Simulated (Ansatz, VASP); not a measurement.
## Cross-check of Ta16N16F (F on TaN(001)) between VASP and Ansatz

One calculation is typed for both programs; each brings its own data sets and cutoff. How far apart do they land?

Method: plane waves, with VASP 6.6.1 beside it; single point at PBEsol, in Ansatz 0.2.0.

## 1. The structure

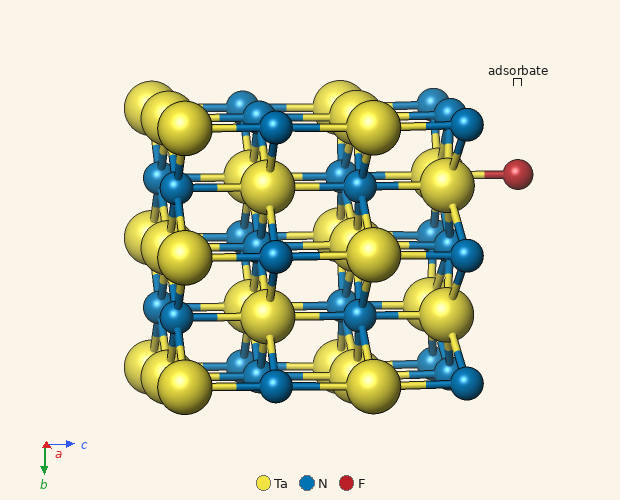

The cell as given, from the side, with the c axis across the page (tantalum yellow, nitrogen blue, fluorine red). Some periodic images of atoms are drawn too.

The cell holds 33 atoms: 16 Ta, 16 N and 1 F. Cell: a = 6.194 Å, b = 6.194 Å, c = 24.420 Å, α = 90.0°, β = 90.0°, γ = 90.0°. It derives from TaN. Vacuum lies along c.

Coordinates:

```xyz
33
Lattice="6.1943 0.0000 0.0000 0.0000 6.1943 0.0000 0.0000 0.0000 24.4200" Properties=species:S:1:pos:R:3
Ta    0.0000    0.0000    8.0000
Ta    0.0000    3.0971    8.0000
Ta    3.0971    0.0000    8.0000
Ta    3.0971    3.0971    8.0000
Ta    1.5486    1.5486   10.1900
Ta    1.5486    4.6457   10.1900
Ta    4.6457    1.5486   10.1900
Ta    4.6457    4.6457   10.1900
Ta    0.0275    0.0275   12.5335
Ta    0.0275    3.0697   12.5335
Ta    3.0697    0.0275   12.5335
Ta    3.0697    3.0697   12.5335
Ta    1.5486    1.5486   14.6939
Ta    1.5486    4.6457   14.5073
Ta    4.6457    1.5486   14.5073
Ta    4.6457    4.6457   14.4915
N     1.5486    1.5486    8.0000
N     1.5486    4.6457    8.0000
N     4.6457    1.5486    8.0000
N     4.6457    4.6457    8.0000
N     0.0000    0.0000   10.1900
N     0.0000    3.0971   10.1900
N     3.0971    0.0000   10.1900
N     3.0971    3.0971   10.1900
N     1.5486    1.5486   12.3822
N     1.5486    4.6457   12.4114
N     4.6457    1.5486   12.4114
N     4.6457    4.6457   12.4090
N     6.1752    6.1752   14.7839
N     6.1752    3.1162   14.7839
N     3.1162    6.1752   14.7839
N     3.1162    3.1162   14.7839
F     1.5486    1.5486   16.6134
```

## 2. Ansatz: single point, PBEsol

Ansatz runs on its default PAW (the set named soft_2) files.

With cell and atoms fixed, the geometry can't cause a difference; cores, projectors, grids and the points listed under the comparison can.

input.yaml

```yaml
crystal:
  lattice:
    - [6.194255403, 0.0, 0.0]
    - [0.0, 6.194255403, 0.0]
    - [0.0, 0.0, 24.42]
  atoms:
    - { symbol: Ta, position: [0.0, 0.0, 0.327600328] }
    - { symbol: Ta, position: [0.0, 0.5, 0.327600328] }
    - { symbol: Ta, position: [0.5, 0.0, 0.327600328] }
    - { symbol: Ta, position: [0.5, 0.5, 0.327600328] }
    - { symbol: Ta, position: [0.25, 0.25, 0.417280917] }
    - { symbol: Ta, position: [0.25, 0.75, 0.417280917] }
    - { symbol: Ta, position: [0.75, 0.25, 0.417280917] }
    - { symbol: Ta, position: [0.75, 0.75, 0.417280917] }
    - { symbol: Ta, position: [0.0044323922, 0.0044323922, 0.5132466965] }
    - { symbol: Ta, position: [0.0044323922, 0.4955676078, 0.5132466965] }
    - { symbol: Ta, position: [0.4955676078, 0.0044323922, 0.5132466965] }
    - { symbol: Ta, position: [0.4955676078, 0.4955676078, 0.5132466965] }
    - { symbol: Ta, position: [0.25, 0.25, 0.6017166255] }
    - { symbol: Ta, position: [0.25, 0.75, 0.5940749598] }
    - { symbol: Ta, position: [0.75, 0.25, 0.5940749598] }
    - { symbol: Ta, position: [0.75, 0.75, 0.5934280653] }
    - { symbol: "N", position: [0.25, 0.25, 0.327600328] }
    - { symbol: "N", position: [0.25, 0.75, 0.327600328] }
    - { symbol: "N", position: [0.75, 0.25, 0.327600328] }
    - { symbol: "N", position: [0.75, 0.75, 0.327600328] }
    - { symbol: "N", position: [0.0, 0.0, 0.417280917] }
    - { symbol: "N", position: [0.0, 0.5, 0.417280917] }
    - { symbol: "N", position: [0.5, 0.0, 0.417280917] }
    - { symbol: "N", position: [0.5, 0.5, 0.417280917] }
    - { symbol: "N", position: [0.25, 0.25, 0.50705202] }
    - { symbol: "N", position: [0.25, 0.75, 0.508245688] }
    - { symbol: "N", position: [0.75, 0.25, 0.508245688] }
    - { symbol: "N", position: [0.75, 0.75, 0.5081499192] }
    - { symbol: "N", position: [0.9969228157, 0.9969228157, 0.6054004653] }
    - { symbol: "N", position: [0.9969228157, 0.5030771843, 0.6054004653] }
    - { symbol: "N", position: [0.5030771843, 0.9969228157, 0.6054004653] }
    - { symbol: "N", position: [0.5030771843, 0.5030771843, 0.6054004653] }
    - { symbol: F, position: [0.25, 0.25, 0.6803181892] }
hamiltonian:
  xc: pbesol
  pseudopotentials: { kind: paw }
kpoints:
  mp_grid: { grid: [4, 4, 1] }
scf:
  occupations: { method: methfessel_paxton, width: 0.1 }
  n_extra_bands: 12
efield:
  axis: 3
  dipole_correction: true
  ramp_width: 0.04
output:
  forces: true
  eigenvalues: true
  write_density: true
  write_potential: true
  elf: true
  volumetric_format: npy
```

Started as:

```sh
ansatz run input.yaml --threads 8 --pin off --max-ram 18432MiB --backend cpu --events-out ev --progress --plain --runs-dir out
```

Numbers of over 12 decimals in the logs are rounded to 6 here.

Log:

```text
scf.n_extra_bands = 12 over 148 filled bands (N_el = 295.0): the run solves 160 bands
Engine: ansatz 0.2.0, aarch64-unknown-linux-gnu
Pseudopotentials: kind: paw
Pseudopotential: Ta, paw, valence charge 13, recommended cutoff 420 eV (normal), Ta.paw.azcp
Pseudopotential: N, paw, valence charge 5, recommended cutoff 420 eV (normal), N.paw.azcp
Pseudopotential: F, paw, valence charge 7, recommended cutoff 420 eV (normal), F.paw.azcp
Functional definition: PBEsol
  exchange = pbesol_x
  correlation = pbesol_c
Crystal: 33 atoms, lattice volume = 936.966 Å³
Basis set: ecut = 420 eV, 18357 PW (Γ), exchange–correlation on 90×90×360 points (8 copies of the dense FFT grid, shifted against one another)
Bands: 160, of which v1, the nominal top of the filled ones, is band 148 counted from 1 (147 counted from 0)
Symmetry: 8 space group operations
Space group: P4mm (ITA 99), of the structure as read, at distance tolerance 9.8e-5 Å
k-points: 6 of 16
Non-local potential: Ta, projectors of the file, l = 0: 3, l = 1: 2, l = 2: 2, l = 3: 1
Non-local potential: N, projectors of the file, l = 0: 2, l = 1: 2, l = 2: 1
Non-local potential: F, projectors of the file, l = 0: 2, l = 1: 2, l = 2: 1
PAW form: soft (Blöchl's): semilocal exchange-correlation on the pseudo side does not see the compensation charge
PAW frozen core: Ta, regenerated for the run's functional, and the local potential with it (the file was generated under x = pbe(κ = 0.804, μ = 0.219515), c = pbe(β = 0.066725))
PAW frozen core: N, regenerated for the run's functional, and the local potential with it (the file was generated under x = pbe(κ = 0.804, μ = 0.219515), c = pbe(β = 0.066725))
PAW frozen core: F, regenerated for the run's functional, and the local potential with it (the file was generated under x = pbe(κ = 0.804, μ = 0.219515), c = pbe(β = 0.066725))
PAW one-centre angular grid: Ta, 590 points (default); XC on 64 Gauss nodes
PAW one-centre angular grid: N, 110 points (default); XC on 64 Gauss nodes
PAW one-centre angular grid: F, 110 points (default); XC on 64 Gauss nodes
Initial density: superposition of atomic densities (neutral atoms: chi_scale 0, normalization atom), corrected by the library's trained network
Initial wavefunctions: pseudopotential atomic-orbital guess
Functional: x = pbesol(κ = 0.804, μ = 0.123457), c = pbesol(β = 0.046)
SCF iter   1: F=—  HF=-163787.994764 eV  |F-HF|=—  |Δ(HF+E_count)|=         —  Δρ=1.09e-2  dr2=1.70e0  ethr=1.77e-3  p=-0.148 e·Å  D=-2.86e-2 V/Å  ΔV_dip=0.70 eV  dr2_dipole=3.93e-2  V_vac-E_F(+/−)=4.40/3.70 eV  ⟨swp⟩=9.7  Hψ=5163  notcnv=0
efield: sawtooth ramp at fractional position 0.9840 (placed from the atoms, in the widest stretch of the axis that holds none; the zero of the levels goes with the place), width 0.0400; the density the first Hamiltonian is built on has a dipole p = -0.148 e·Å; the dipole correction subtracts the counter field D = -2.86e-2 V/Å, which shifts the + side's vacuum level by +0.70 eV against the − side's; the planar-averaged density in the ramp window peaks in size at 7.7e-6 e/Å³
preconditioner: auto → LDOS  [metal: Δε(μ)=0.024 eV  Ē_g=8.281 eV  σ=0.100 eV  W_gap=0.20  n_scr=156 (ndim 8)  ℏωp=15.7 eV  f_vac=0.565  D(μ)=25.83/eV (n_scr^D=156)  β→1.0]
SCF iter   2: F=—  HF=-163787.762269 eV  |F-HF|=—  |Δ(HF+E_count)|=   2.32e-1  S|Δr|=    0.00e0  Δρ=5.22e-3  dr2=2.00e-1  ethr=5.75e-4  p=-0.185 e·Å  D=-3.57e-2 V/Å  ΔV_dip=0.87 eV  dr2_dipole=4.51e-3  V_vac-E_F(+/−)=4.65/3.78 eV  ⟨swp⟩=2.3  Hψ=1778  notcnv=0  defer=13
SCF iter   3: F=—  HF=-163787.729189 eV  |F-HF|=—  |Δ(HF+E_count)|=   3.31e-2  S|Δr|=    0.00e0  Δρ=1.13e-3  dr2=1.95e-2  ethr=6.78e-5  p=-0.161 e·Å  D=-3.11e-2 V/Å  ΔV_dip=0.76 eV  dr2_dipole=1.17e-7  V_vac-E_F(+/−)=4.52/3.77 eV  ⟨swp⟩=3.3  Hψ=1791  notcnv=0  defer=13
SCF iter   4: F=—  HF=-163787.727640 eV  |F-HF|=—  |Δ(HF+E_count)|=   1.55e-3  S|Δr|=    0.00e0  Δρ=3.37e-4  dr2=2.07e-3  ethr=6.61e-6  p=-0.158 e·Å  D=-3.05e-2 V/Å  ΔV_dip=0.74 eV  dr2_dipole=6.89e-5  V_vac-E_F(+/−)=4.52/3.78 eV  ⟨swp⟩=2.5  Hψ=1534  notcnv=0  defer=13
SCF iter   5: F=—  HF=-163787.727505 eV  |F-HF|=—  |Δ(HF+E_count)|=   1.35e-4  S|Δr|=    0.00e0  Δρ=1.07e-4  dr2=4.85e-4  ethr=7.02e-7  p=-0.155 e·Å  D=-3.00e-2 V/Å  ΔV_dip=0.73 eV  dr2_dipole=2.07e-4  V_vac-E_F(+/−)=4.51/3.78 eV  ⟨swp⟩=2.7  Hψ=1461  notcnv=0  defer=13
SCF iter   6: F=—  HF=-163787.727528 eV  |F-HF|=—  |Δ(HF+E_count)|=   2.26e-5  S|Δr|=    0.00e0  Δρ=5.59e-5  dr2=2.03e-4  ethr=1.64e-7  p=-0.154 e·Å  D=-2.98e-2 V/Å  ΔV_dip=0.73 eV  dr2_dipole=8.06e-5  V_vac-E_F(+/−)=4.51/3.79 eV  ⟨swp⟩=2.2  Hψ=1410  notcnv=0  defer=13
SCF iter   7: F=—  HF=-163787.727516 eV  |F-HF|=—  |Δ(HF+E_count)|=   1.25e-5  S|Δr|=    0.00e0  Δρ=3.38e-5  dr2=1.92e-5  ethr=6.87e-8  p=-0.153 e·Å  D=-2.96e-2 V/Å  ΔV_dip=0.72 eV  dr2_dipole=7.91e-6  V_vac-E_F(+/−)=4.51/3.79 eV  ⟨swp⟩=2.0  Hψ=1448  notcnv=0  defer=13
SCF iter   8: F=—  HF=-163787.727876 eV  |F-HF|=—  |Δ(HF+E_count)|=   3.60e-4  S|Δr|=    0.00e0  Δρ=8.97e-6  dr2=1.04e-6  ethr=6.52e-9  p=-0.153 e·Å  D=-2.95e-2 V/Å  ΔV_dip=0.72 eV  dr2_dipole=2.69e-7  V_vac-E_F(+/−)=4.51/3.79 eV  ⟨swp⟩=2.8  Hψ=1552  notcnv=0  defer=13
SCF iter   9: F=-163787.727876 eV  HF=-163787.727876 eV  |F-HF|=1.63e-7  |Δ(HF+E_count)|=   3.88e-7  S|Δr|=    0.00e0  Δρ=2.46e-6  dr2=7.37e-8  ethr=3.39e-11  p=-0.153 e·Å  D=-2.95e-2 V/Å  ΔV_dip=0.72 eV  dr2_dipole=7.64e-9  V_vac-E_F(+/−)=4.51/3.79 eV  ⟨swp⟩=22.3  Hψ=10511  notcnv=0
SCF 1 converged in 9 iterations: F = -163787.727876 eV  dr2 = 7.37e-8
  greatest PAW one-centre occupation: 1.000 electrons in one spin orbital (limit 2), on the Ta atom at site 15 (counted from 0), in its partial waves of l = 0
WARN: The output density's exchange-correlation potential varies sharply where the density is thin. Do not read a vacuum level from v_tot or v_xc, or from such a field of the output density. On a cell that repeats whose density bears no net charge and no dipole along the vacuum's axis use v_es (v_loc + v_h of the components); under efield.dipole_correction with no amplitude use v_es + v_field, which holds any externa [...]
SCF converged after 9 iterations
Stability not checked: this state was not tested for a lower state beside it, because cold or Methfessel-Paxton smearing, or corrected tetrahedra, fill the levels in a way that the test cannot read (fill_not_monotonic; see scf.lower_state_search)
Free energy (F): -163787.727876 eV
Harris-Foulkes:  -163787.727876 eV  (|F-HF|=1.63e-7)
Internal energy: -163787.714330 eV  (E = F + TS)
E sigma→0 (E₀):  -163787.724489 eV
Entropy (-TS):   -0.013546 eV (-0.410 meV/atom)
Fermi energy:    5.274841 eV
Dipole field:    D = -0.029458 V/Å  (p = -0.152535 e·Å, saw-weighted, corrected)
Work function:   Φ+ = 4.5095 eV   Φ− = 3.7901 eV
Levels:          The Fermi level and band energies are counted from a zero that moves with the ramp; work functions are not
--- Per-component energies (eV) ---
  E_band       = -5393.549720
  E_kinetic    = 8158.594930
  E_local      = -342525.765571  (includes V_loc(G=0)·N_el)
  E_nonlocal   = 1074.156300
  E_hartree    = 167353.257802
  E_xc         = -4505.218864
  E_vxc        = -4581.979316  (∫ρ·V_xc dr)
  E_paw        = -134514.304501  (= ΣΔE_a)
  E_vpaw       = -2217.728671  (= ΣTr[D̂ρ^β])
  E_aug_tail   = 0.005562  (compensation charges beyond the density's cutoff)
  E_efield     = 0.002247  (sawtooth field / dipole correction)
  E_vefield    = -7.431031  (∫n·V_field dr)
  E_ewald      = 141167.647398
  E_core_change = 3.910367  (= ΣΔE_core)
  E_smearing   = -0.013546  (= −TS)
  E_closure    = -0.000000  (closes the sum)
  Σ components = -163787.727876   (vs F -163787.727876, Δ=0.00e0)
--- Forces (eV/Å), atoms counted from 1 ---
  atom   1  Ta     0.07759261     0.07759261     2.08121360
  atom   2  Ta     0.07759261    -0.07759261     2.08121360
  atom   3  Ta    -0.07759261     0.07759261     2.08121360
  atom   4  Ta    -0.07759261    -0.07759261     2.08121360
  atom   5  Ta     0.00000000     0.00000000    -0.96369111
  atom   6  Ta     0.00000000     0.00000000    -1.13343557
  atom   7  Ta     0.00000000     0.00000000    -1.13343557
  atom   8  Ta     0.00000000     0.00000000    -0.69806190
  atom   9  Ta     0.00201427     0.00201427     0.00151408
  atom  10  Ta     0.00201427    -0.00201427     0.00151408
  atom  11  Ta    -0.00201427     0.00201427     0.00151408
  atom  12  Ta    -0.00201427    -0.00201427     0.00151408
  atom  13  Ta     0.00000000     0.00000000     0.15947032
  atom  14  Ta     0.00000000     0.00000000    -0.04405694
  atom  15  Ta     0.00000000     0.00000000    -0.04405694
  atom  16  Ta    -0.00000000     0.00000000    -0.06279638
  atom  17  N     -0.00000000     0.00000000    -1.38458979
  atom  18  N      0.00000000     0.00000000    -1.25481007
  atom  19  N      0.00000000     0.00000000    -1.25481007
  atom  20  N     -0.00000000     0.00000000    -1.28471544
  atom  21  N     -0.02648367    -0.02648367     0.23887756
  atom  22  N     -0.02648367     0.02648367     0.23887756
  atom  23  N      0.02648367    -0.02648367     0.23887756
  atom  24  N      0.02648367     0.02648367     0.23887756
  atom  25  N      0.00000000     0.00000000     0.00751417
  atom  26  N      0.00000000     0.00000000     0.01547536
  atom  27  N     -0.00000000     0.00000000     0.01547536
  atom  28  N      0.00000000     0.00000000     0.01922221
  atom  29  N      0.00439861     0.00439861    -0.02381669
  atom  30  N      0.00439861    -0.00439861    -0.02381669
  atom  31  N     -0.00439861     0.00439861    -0.02381669
  atom  32  N     -0.00439861    -0.00439861    -0.02381669
  atom  33  F     -0.00000000     0.00000000    -0.14964820
  max |Σ_I F_I| component: 2.04e-4 eV/Å
--- Band table (eV; the first three rows and the last of 6) ---
  k-point 0: bands = [... 144 lower, 5.4748, 5.4748, 5.5920, 5.6679, 5.6679, 5.8297, 6.0492, 6.2116, ... 8 higher]
  k-point 1: bands = [... 144 lower, 4.7231, 4.9438, 5.3142, 5.3520, 5.5425, 5.5663, 5.6274, 5.6306, ... 8 higher]
  k-point 2: bands = [... 144 lower, 4.3930, 4.4605, 4.5676, 4.6383, 4.6760, 4.7012, 5.0846, 5.1776, ... 8 higher]
  k-point 5: bands = [... 144 lower, 5.3694, 5.3694, 5.3805, 5.5095, 5.7417, 5.7639, 5.7639, 5.8089, ... 8 higher]
```

Run time: 52 s. Hardware: 8 threads of Arm Neoverse N1, shared host; peak memory 3.5 GiB; 5.3 min of CPU time.

In the SCF lines HF is the Harris–Foulkes energy and dr2 the Hartree energy of the density residual, in eV; the loop may stop once dr2 is under the threshold and the program's other checks hold. Hψ counts applications of the Hamiltonian.

(Continued in part 2 of 2.)

[Lines on the potential files, build, host, timing and source positions are cut from VASP's logs without a mark.]

[Logs are printed without paths, hosts, clocks, repeated set-up lines and the standing remarks that a program may print on its own settings, such as how far it seeks lower states.]

[Hosts, paths, dates, database ids (printed as entryN), source tags and the programs' standing remarks are cut or masked in the printed files.]
